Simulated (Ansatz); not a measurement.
Geometry relaxation, with input and output: SnO₂ (part 1 of 2)

SnO₂ (6 atoms in the cell), computed with DFT r2SCAN, scalar-relativistic, plane waves, PAW, no spin polarisation (Ansatz 0.2.0).

It belongs to a series of runs on one base structure; here: volume × 1.040.

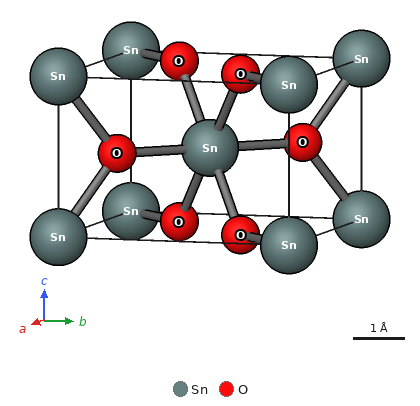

**Figure 1.** The structure as given in the input (ball-and-stick view of the cell of the calculation, seen slightly off an axis). An atom can appear more than once, as a periodic image. Near neighbours in the periodic cell (some may lie outside the picture): Sn has 6 O at 2.09 Å; O has 3 Sn at 2.09 Å.

Input file
```yaml
crystal:
  lattice:
    - [4.8305333843, 0.0, 0.0]
    - [0.0, 4.8305333843, 0.0]
    - [0.0, 0.0, 3.2326393301]
  atoms:
    - { symbol: Sn, position: [0.0, 0.0, 0.0] }
    - { symbol: Sn, position: [0.5, 0.5, 0.5] }
    - { symbol: O, position: [0.306321081, 0.306321081, 0.0] }
    - { symbol: O, position: [0.806321081, 0.193678919, 0.5] }
    - { symbol: O, position: [0.193678919, 0.806321081, 0.5] }
    - { symbol: O, position: [0.693678919, 0.693678919, 0.0] }
basis:
  ecutwfc: 500
  ecutrho_ratio: 4
kpoints:
  mp_grid: { grid: [6, 6, 10] }
hamiltonian:
  xc: r2scan
scf:
  occupations: { method: gaussian, width: 0.05 }
output:
  forces: true
  stress: true
  eigenvalues: true
  write_density: true
  write_potential: true
  elf: true
  volumetric_format: npy
relax:
  f_tol: 0.01
  max_steps: 40
  cell: { stress_tol: 0.1, fix: [volume] }
```

Machine: 4 threads of Intel Xeon (Sapphire Rapids), 32 GiB of memory available, shared host.

Launch command:
```bash
ansatz run input.yaml --threads 4 --pin off --max-ram 7168MiB --backend cpu --events-out ev --progress --plain --runs-dir out
```

What the program printed
```
Engine: ansatz 0.2.0, x86_64-unknown-linux-gnu
Pseudopotentials: kind: paw
Pseudopotential: Sn, paw, valence charge 14, recommended cutoff 500 eV (meta_gga), Sn.paw.azcp
Pseudopotential: O, paw, valence charge 6, recommended cutoff 500 eV (meta_gga), O.paw.azcp
Functional definition: r2SCAN
  parameter k0 = 0.174
  parameter k1 = 0.065
  parameter a1 = 4.9479
  exchange = r2scan_x(k0 = k0, k1 = k1, a1 = a1)
  correlation = r2scan_c
Crystal: 6 atoms, lattice volume = 75.431 Å³
Basis set: ecut = 500 eV, 1931 PW (Γ), exchange–correlation on 144×144×96 points (64 copies of the dense FFT grid, shifted against one another)
Bands: 32, of which v1, the nominal top of the filled ones, is band 26 counted from 1 (25 counted from 0)
Symmetry: 16 space group operations
Space group: P42/mnm (ITA 136), of the structure as read, at distance tolerance 4.2e-5 Å
k-points: 60 of 360
Non-local potential: Sn, projectors of the file, l = 0: 2, l = 1: 2, l = 2: 2, l = 3: 2
Non-local potential: O, projectors of the file, l = 0: 2, l = 1: 2, l = 2: 1
PAW form: soft (Blöchl's): semilocal exchange-correlation on the pseudo side does not see the compensation charge
PAW frozen core: Sn, regenerated for the run's functional (the file was generated under x = pbe(κ = 0.804, μ = 0.2195149727645171), c = pbe(β = 0.06672455060314922))
PAW frozen core: O, regenerated for the run's functional (the file was generated under x = pbe(κ = 0.804, μ = 0.2195149727645171), c = pbe(β = 0.06672455060314922))
PAW one-centre angular grid: Sn, 590 points (default); XC on 249 of its mesh's 2787 points in the sphere
PAW one-centre angular grid: O, 302 points (default); XC on 160 Gauss nodes
Initial density: superposition of atomic densities (neutral atoms: chi_scale 0, normalization atom), corrected by the library's trained network
Initial wavefunctions: pseudopotential atomic-orbital guess
Functional: x = r2scan, c = r2scan; τ floored in thin density (d = 2e-4 eV/Å³)
SCF iter   1: F=—  HF=-14352.266350 eV  |F-HF|=—  |Δ(HF+E_count)|=         —  Δρ=1.02e-2  dr2=5.94e-2  dr2_τ=2.41e-1  ethr=1.77e-3  ⟨swp⟩=6.0  Hψ=8365  notcnv=0  defer=8
preconditioner: auto → Resta (q_TF=auto, 2.564 Å⁻¹)  ε∞=3.3  [insulator: Δε(μ)=1.396 eV  Ē_g=20.444 eV  σ=0.050 eV  W_gap=1.00  n_scr=18 (ndim 8)  ℏωp=30.8 eV  f_vac=0.036  D(μ)=0.00/eV (n_scr^D=0)  ε∞_Penn≈3.3]
SCF iter   2: F=—  HF=-14352.359554 eV  |F-HF|=—  |Δ(HF+E_count)|=   9.32e-2  Δρ=6.06e-3  dr2=1.52e-2  dr2_τ=1.08e-3  ethr=1.14e-4  ⟨swp⟩=2.0  Hψ=3612  notcnv=0  defer=106
SCF iter   3: F=—  HF=-14352.358432 eV  |F-HF|=—  |Δ(HF+E_count)|=   1.12e-3  Δρ=9.93e-4  dr2=7.61e-4  dr2_τ=1.37e-4  ethr=2.93e-5  ⟨swp⟩=1.0  Hψ=1814  notcnv=0  defer=106
SCF iter   4: F=—  HF=-14352.358456 eV  |F-HF|=—  |Δ(HF+E_count)|=   2.46e-5  Δρ=3.22e-4  dr2=6.00e-5  dr2_τ=5.52e-6  ethr=1.46e-6  ⟨swp⟩=2.1  Hψ=2722  notcnv=0  defer=106
SCF iter   5: F=—  HF=-14352.358461 eV  |F-HF|=—  |Δ(HF+E_count)|=   4.76e-6  Δρ=1.09e-4  dr2=1.16e-5  dr2_τ=5.94e-7  ethr=1.15e-7  ⟨swp⟩=2.0  Hψ=2705  notcnv=0  defer=106
SCF iter   6: F=—  HF=-14352.358459 eV  |F-HF|=—  |Δ(HF+E_count)|=   2.24e-6  Δρ=5.29e-5  dr2=2.38e-6  dr2_τ=7.09e-8  ethr=2.24e-8  ⟨swp⟩=2.8  Hψ=3264  notcnv=0  defer=106
SCF iter   7: F=-14352.358458 eV  HF=-14352.358458 eV  |F-HF|=5.92e-9  |Δ(HF+E_count)|=   5.37e-7  Δρ=5.90e-6  dr2=2.68e-8  dr2_τ=1.64e-9  ethr=1.92e-10  ⟨swp⟩=13.1  Hψ=15081  notcnv=0
SCF 1 converged in 7 iterations: F = -14352.358458 eV  dr2 = 2.68e-8
  greatest PAW one-centre occupation: 0.995 electrons in one spin orbital (limit 2), on the Sn atom at site 0 (counted from 0), in its partial waves of l = 2
relax step   1: F+E_penalty+E_count = -14352.35845817 eV  Δ(F+E_penalty+E_count) = +0.000e0 eV  max|allowed force component| = 5.085e-2 eV/Å  Δτ_max = 0.0000 Å  P = -7.496 GPa  Ω = 75.431 Å³  fix = [volume]  reactions: volume -7.496 GPa  (7 SCF iters, dr2 threshold 1.00e-7 eV, accepted)
Initial density: handed on by an earlier stage of this run
Initial wavefunctions: those handed on with the density
iter 1 solved again at ethr=7.30e-8 eV; its pass at ethr=3.10e-3 eV (dr2=3.80e-5 eV) is discarded
SCF iter   1: F=—  HF=-14352.359287 eV  |F-HF|=—  |Δ(HF+E_count)|=         —  Δρ=3.59e-4  dr2=5.02e-5  dr2_τ=2.57e-4  ethr=7.30e-8  ⟨swp⟩=3.0  Hψ=10273  notcnv=0
preconditioner: auto → Resta (q_TF=auto, 2.564 Å⁻¹)  ε∞=3.3  [insulator: Δε(μ)=1.349 eV  Ē_g=20.428 eV  σ=0.050 eV  W_gap=1.00  n_scr=18 (ndim 8)  ℏωp=30.8 eV  f_vac=0.037  D(μ)=0.00/eV (n_scr^D=0)  ε∞_Penn≈3.3]
SCF iter   2: F=—  HF=-14352.359390 eV  |F-HF|=—  |Δ(HF+E_count)|=   1.03e-4  Δρ=1.78e-4  dr2=1.34e-5  dr2_τ=1.23e-6  ethr=7.30e-8  ⟨swp⟩=2.0  Hψ=2890  notcnv=0
SCF iter   3: F=—  HF=-14352.359391 eV  |F-HF|=—  |Δ(HF+E_count)|=   1.78e-6  Δρ=5.66e-5  dr2=1.45e-6  dr2_τ=2.66e-7  ethr=2.57e-8  ⟨swp⟩=2.5  Hψ=3335  notcnv=0
SCF iter   4: F=-14352.359392 eV  HF=-14352.359392 eV  |F-HF|=8.90e-8  |Δ(HF+E_count)|=   4.90e-7  Δρ=1.84e-5  dr2=9.76e-8  dr2_τ=1.05e-8  ethr=1.15e-9  ⟨swp⟩=10.8  Hψ=14713  notcnv=0
SCF 2 converged in 4 iterations: F = -14352.359392 eV  dr2 = 9.76e-8
relax step   2: F+E_penalty+E_count = -14352.35939196 eV  Δ(F+E_penalty+E_count) = -9.338e-4 eV  max|allowed force component| = 4.304e-2 eV/Å  Δτ_max = 0.0004 Å  P = -7.345 GPa  Ω = 75.431 Å³  energy of the carried Pulay correction = +1.150e-17 eV  fix = [volume]  reactions: volume -7.345 GPa  (4 SCF iters, dr2 threshold 6.00e-7 eV, accepted)
iter 1 solved again at ethr=3.54e-7 eV; its pass at ethr=3.10e-3 eV (dr2=1.84e-4 eV) is discarded
SCF iter   1: F=—  HF=-14352.359716 eV  |F-HF|=—  |Δ(HF+E_count)|=         —  Δρ=7.25e-4  dr2=2.03e-4  dr2_τ=3.09e-3  ethr=3.54e-7  ⟨swp⟩=2.2  Hψ=9414  notcnv=0
preconditioner: auto → Resta (q_TF=auto, 2.564 Å⁻¹)  ε∞=3.3  [insulator: Δε(μ)=1.367 eV  Ē_g=20.432 eV  σ=0.050 eV  W_gap=1.00  n_scr=18 (ndim 8)  ℏωp=30.8 eV  f_vac=0.037  D(μ)=0.00/eV (n_scr^D=0)  ε∞_Penn≈3.3]
SCF iter   2: F=—  HF=-14352.359792 eV  |F-HF|=—  |Δ(HF+E_count)|=   7.59e-5  Δρ=3.77e-4  dr2=6.36e-5  dr2_τ=5.26e-6  ethr=3.54e-7  ⟨swp⟩=2.0  Hψ=2875  notcnv=0
SCF iter   3: F=—  HF=-14352.359782 eV  |F-HF|=—  |Δ(HF+E_count)|=   1.01e-5  Δρ=9.76e-5  dr2=3.27e-6  dr2_τ=7.56e-7  ethr=1.22e-7  ⟨swp⟩=2.0  Hψ=2645  notcnv=0
SCF iter   4: F=—  HF=-14352.359783 eV  |F-HF|=—  |Δ(HF+E_count)|=   9.92e-7  Δρ=4.67e-5  dr2=6.81e-7  dr2_τ=6.62e-8  ethr=6.29e-9  ⟨swp⟩=2.2  Hψ=2722  notcnv=0
SCF iter   5: F=—  HF=-14352.359784 eV  |F-HF|=—  |Δ(HF+E_count)|=   3.63e-7  Δρ=1.57e-5  dr2=1.35e-7  dr2_τ=2.34e-8  ethr=1.31e-9  ⟨swp⟩=2.0  Hψ=2716  notcnv=0
SCF iter   6: F=-14352.359784 eV  HF=-14352.359784 eV  |F-HF|=4.20e-10  |Δ(HF+E_count)|=   2.07e-8  Δρ=4.67e-6  dr2=5.72e-9  dr2_τ=5.90e-10  ethr=2.42e-10  ⟨swp⟩=8.8  Hψ=11686  notcnv=0
SCF 3 converged in 6 iterations: F = -14352.359784 eV  dr2 = 5.72e-9
  greatest PAW one-centre occupation: 0.995 electrons in one spin orbital (limit 2), on the Sn atom at site 1 (counted from 0), in its partial waves of l = 2
relax step   3: F+E_penalty+E_count = -14352.35978353 eV  Δ(F+E_penalty+E_count) = -3.916e-4 eV  max|allowed force component| = 1.535e-2 eV/Å  Δτ_max = 0.0041 Å  P = -7.158 GPa  Ω = 75.431 Å³  fix = [volume]  reactions: volume -7.158 GPa  (6 SCF iters, dr2 threshold 1.26e-7 eV, accepted)
iter 1 solved again at ethr=2.18e-8 eV; its pass at ethr=3.10e-3 eV (dr2=1.13e-5 eV) is discarded
SCF iter   1: F=—  HF=-14352.359828 eV  |F-HF|=—  |Δ(HF+E_count)|=         —  Δρ=1.85e-4  dr2=1.22e-5  dr2_τ=2.12e-4  ethr=2.18e-8  ⟨swp⟩=2.5  Hψ=9214  notcnv=0
preconditioner: auto → Resta (q_TF=auto, 2.564 Å⁻¹)  ε∞=3.3  [insulator: Δε(μ)=1.364 eV  Ē_g=20.432 eV  σ=0.050 eV  W_gap=1.00  n_scr=18 (ndim 8)  ℏωp=30.8 eV  f_vac=0.037  D(μ)=0.00/eV (n_scr^D=0)  ε∞_Penn≈3.3]
SCF iter   2: F=—  HF=-14352.359832 eV  |F-HF|=—  |Δ(HF+E_count)|=   4.52e-6  Δρ=9.95e-5  dr2=4.18e-6  dr2_τ=3.09e-7  ethr=2.18e-8  ⟨swp⟩=2.0  Hψ=2849  notcnv=0
SCF iter   3: F=—  HF=-14352.359832 eV  |F-HF|=—  |Δ(HF+E_count)|=   4.59e-7  Δρ=2.32e-5  dr2=1.70e-7  dr2_τ=3.75e-8  ethr=8.04e-9  ⟨swp⟩=2.0  Hψ=2719  notcnv=0
SCF iter   4: F=—  HF=-14352.359832 eV  |F-HF|=—  |Δ(HF+E_count)|=   6.51e-8  Δρ=1.27e-5  dr2=4.95e-8  dr2_τ=5.36e-9  ethr=3.28e-10  ⟨swp⟩=2.4  Hψ=3020  notcnv=0
SCF iter   5: F=—  HF=-14352.359832 eV  |F-HF|=—  |Δ(HF+E_count)|=   2.39e-8  Δρ=6.33e-6  dr2=1.57e-8  dr2_τ=2.33e-9  ethr=2.83e-11  ⟨swp⟩=8.4  Hψ=11456  notcnv=0
SCF iter   6: F=-14352.359832 eV  HF=-14352.359832 eV  |F-HF|=2.29e-10  |Δ(HF+E_count)|=  8.66e-10  Δρ=2.57e-6  dr2=1.96e-9  dr2_τ=1.90e-10  ethr=2.83e-11  ⟨swp⟩=7.7  Hψ=10560  notcnv=0
SCF 4 converged in 6 iterations: F = -14352.359832 eV  dr2 = 1.96e-9
relax step   4: F+E_penalty+E_count = -14352.35983198 eV  Δ(F+E_penalty+E_count) = -4.845e-5 eV  max|allowed force component| = 1.107e-4 eV/Å  Δτ_max = 0.0011 Å  P = -7.188 GPa  Ω = 75.431 Å³  fix = [volume]  reactions: volume -7.188 GPa  (6 SCF iters, dr2 threshold 1.47e-8 eV, accepted)
Initial wavefunctions: pseudopotential atomic-orbital guess (no wavefunctions were taken with the density)
iter 1 solved again at ethr=3.00e-8 eV; its pass at ethr=3.10e-3 eV (dr2=1.56e-5 eV) is discarded
SCF iter   1: F=—  HF=-14352.359829 eV  |F-HF|=—  |Δ(HF+E_count)|=         —  Δρ=9.60e-6  dr2=8.42e-9  dr2_τ=2.94e-8  ethr=3.00e-8  ⟨swp⟩=3.5  Hψ=14007  notcnv=0
SCF iter   2: F=—  HF=-14352.359826 eV  |F-HF|=—  |Δ(HF+E_count)|=   3.29e-6  Δρ=5.08e-6  dr2=2.35e-9  dr2_τ=2.46e-9  ethr=1.62e-11  ⟨swp⟩=3.1  Hψ=3995  notcnv=0
SCF iter   3: F=—  HF=-14352.359826 eV  |F-HF|=—  |Δ(HF+E_count)|=   5.54e-9  Δρ=1.31e-6  dr2=7.38e-10  dr2_τ=2.19e-10  ethr=4.52e-12  ⟨swp⟩=2.0  Hψ=2880  notcnv=0
SCF iter   4: F=-14352.359826 eV  HF=-14352.359826 eV  |F-HF|=2.00e-11  |Δ(HF+E_count)|=  5.28e-11  Δρ=2.73e-7  dr2=3.67e-11  dr2_τ=7.94e-12  ethr=1.00e-12  ⟨swp⟩=8.4  Hψ=10749  notcnv=0
SCF 5 converged in 4 iterations: F = -14352.359826 eV  dr2 = 3.67e-11
relax step   5: F+E_penalty+E_count = -14352.35982608 eV  Δ(F+E_penalty+E_count) = +5.904e-6 eV  max|allowed force component| = 1.115e-4 eV/Å  Δτ_max = 0.0000 Å  P = -7.188 GPa  Ω = 75.431 Å³  fix = [volume]  reactions: volume -7.188 GPa  stress off target by 6.78e-3 GPa on what of the cell is left free  SCF on the basis re-selected at this cell (its energy is not comparable with the rows above)  (4 SCF iters)
```

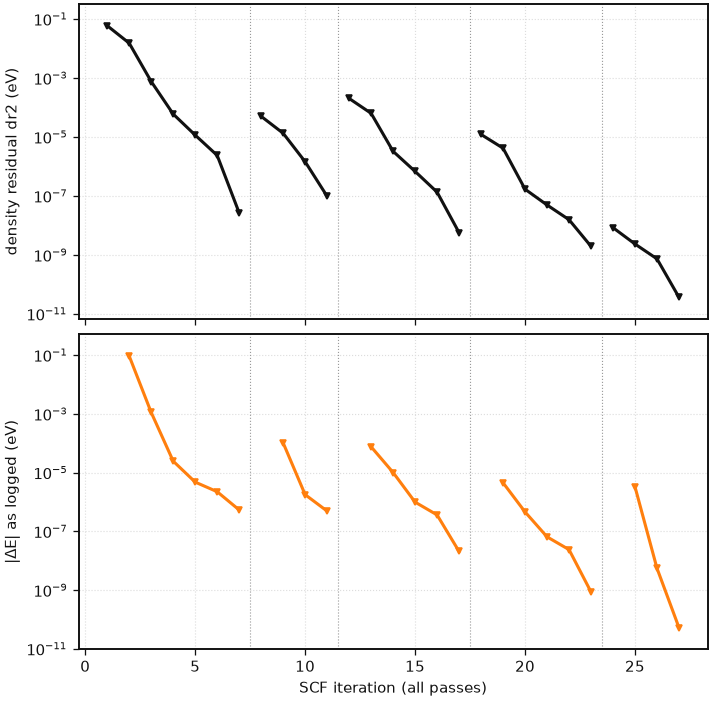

**Figure 2.** Convergence of the self-consistent field: density residual dr2 and size of the energy change against the SCF iteration. The dotted lines part the SCF passes of the relaxation: geometry steps, rejected trials and re-solves on a re-selected basis. The 5 passes take 4 to 7 iterations each, 27 in all.

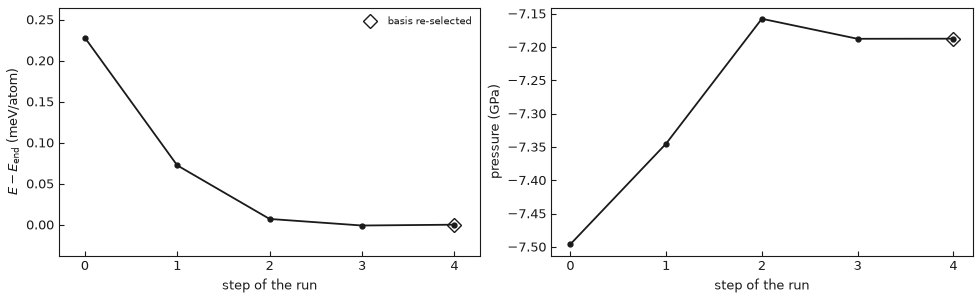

**Figure 3.** Progress of the relaxation, step by step (the first geometry is step 0 here and step 1 in the log). The energy falls by 0.2 meV per atom in 3 geometry steps. Largest force component: 0.051 eV/Å at the start, 0.00011 eV/Å at the end. The pressure goes from −7.50 to −7.19 GPa. The atoms keep their places relative to the cell (all moves are under 0.005 Å). Among the contacts that change: Sn1–O3 2.093 → 2.100 Å, Sn1–O4 2.089 → 2.084 Å. The space group stays P4_2/mnm (No. 136). A last SCF at the same geometry on a re-selected plane-wave basis shifts the energy by +0.0 meV per atom. (Atoms are counted from 1 in the order of the input.)
